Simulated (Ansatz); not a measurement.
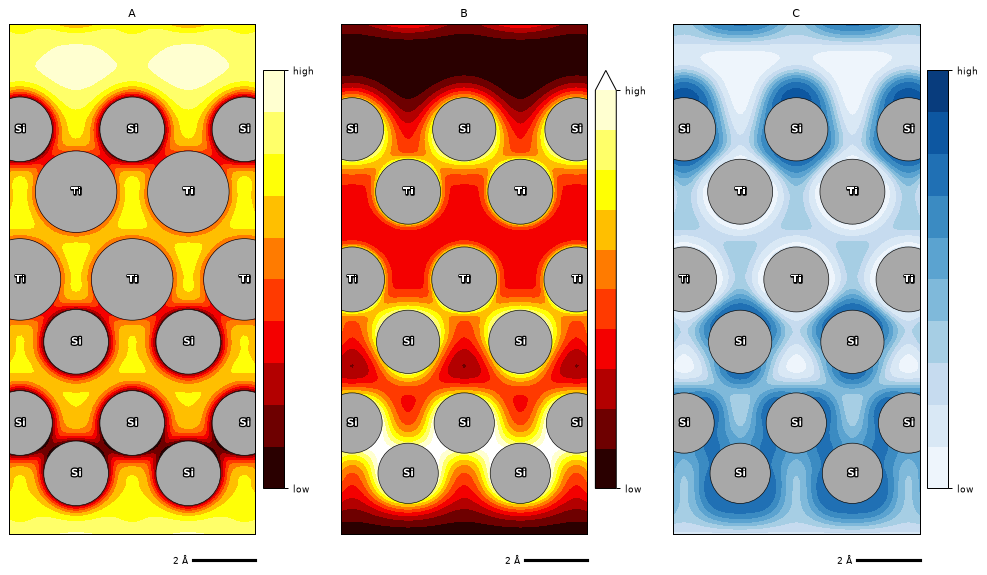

TiSi₂: 3 fields on the (100) plane of the conventional cell, with unlabelled colour scales. Grey discs cover the atomic cores.

Space group Pmm2; a structure from a database of computed crystals, not necessarily the ambient phase; not relaxed (largest force 0.7 eV/Å); computed without spin polarisation.

All numbers below come from Ansatz, DFT PBE, scalar-relativistic, plane waves, PAW.

Match the panels to the quantities (electron localisation function, electrostatic potential energy of an electron and valence pseudo-density).

Answer. Panel A: electrostatic potential energy of an electron (low next to the atoms, rising into the space between them). Panel B: valence pseudo-density. Panel C: electron localisation function. From the grid: Si–Si (2.40 Å): ρ at the midpoint is about 0.44 e/Å³; the ELF peaks at about 0.70 between the atoms. Ti–Si (2.68 Å): ρ at the midpoint is about 0.29 e/Å³; the ELF peaks at about 0.75 in the valence shell of Si, 0.9 Å from its nucleus, and is about 0.40 at the midpoint.
